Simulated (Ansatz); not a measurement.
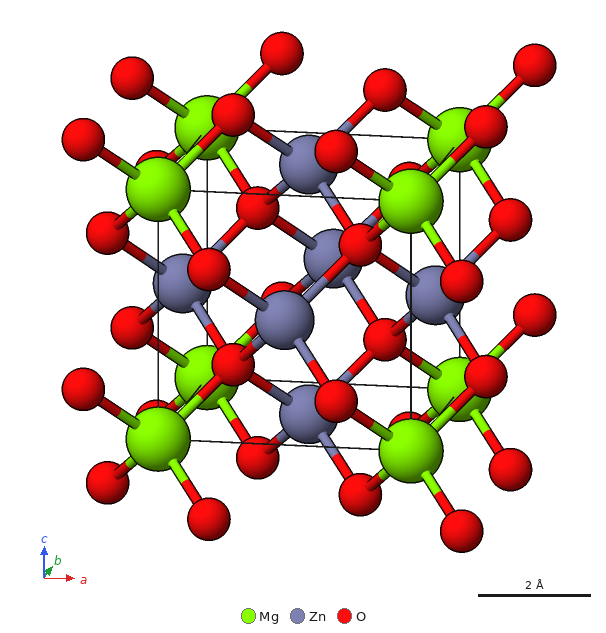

Crystal structure, ball-and-stick style, seen slightly off an axis. The wireframe shows the conventional unit cell. Some atoms of the next cells are drawn as well. Cell: a = 4.61 Å, b = 4.61 Å, c = 4.61 Å, α = 90.00°, β = 90.00°, γ = 90.00°.

It goes back to a structure type filled with these elements by a generator (whether the compound takes this form wasn't checked). Earlier steps of the study may have refined or changed the cell and positions. A calculation with Ansatz used it as input.

Q: Summary of the structure:

A: The stoichiometry is MgZn$_{3}$O$_{4}$. The atoms follow space group P-43m (No. 215); the Bravais lattice is primitive cubic. Cell content 1 Mg, 3 Zn, 4 O; Z = 1. Each Mg atom is coordinated by four O in a tetrahedral arrangement at about 2.0 Å. Zn bonds to four O in a tetrahedral arrangement at about 2.0 Å. O bonds to three Zn and one Mg in a tetrahedral arrangement (about 2.0 Å to Zn, 2.0 Å to Mg). The bonds build a three-dimensional framework.

Computational set-up: DFT r2SCAN, scalar-relativistic, plane waves, PAW in Ansatz 0.2.0, a basis cut at 500 eV, k-grid 6×6×6, Gaussian smearing of 0.02 eV, no spin polarisation.

Q: Does it come out as a metal, or with a gap?

A: A semiconductor at this level, with a gap of 1.75 eV, direct.

Q: List the Bader charges.

A: Mg +1.74 e; Zn +1.26 e; O -1.38 e.

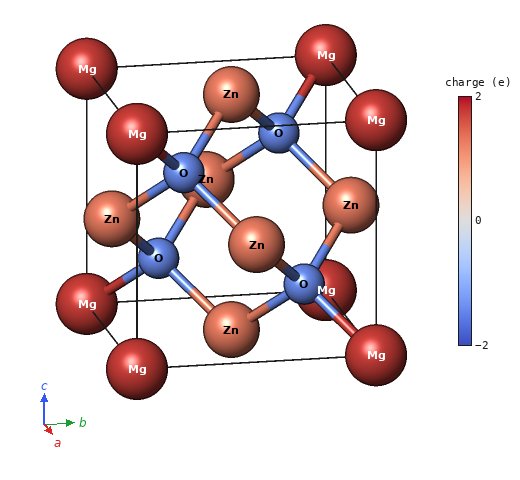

The atoms coloured by those charges. The run's cell of 8 atoms is drawn.

Q: Are forces and stress small enough to call this relaxed?

A: No. The largest force is 0.09 eV/Å, on O. The pressure is -5.2 GPa, so the cell would contract.
